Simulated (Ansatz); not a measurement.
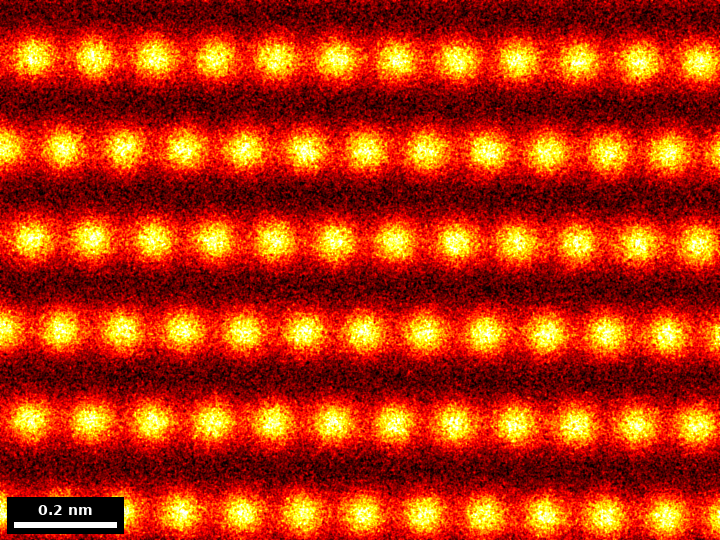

Integrated-DPC-like image of Si (Pm-3m, No. 221) along [221]. Simulated as the projected potential of neutral atoms (B = 0.5 Å²) blurred by a 0.50 Å probe, the thin-sample limit of integrated differential phase contrast. Shot noise was added. Model: the input geometry of a calculation; the starting structure was generated, so it need not be a known form of this composition.

Question: Interpret the image.

Answer: The columns repeat on a centred rectangular net of 1.18 × 3.53 Å (plane group c2mm). All columns are alike (Si). The shortest distance between visible columns is 1.18 Å in projection. Along the beam the structure repeats every 7.50 Å.
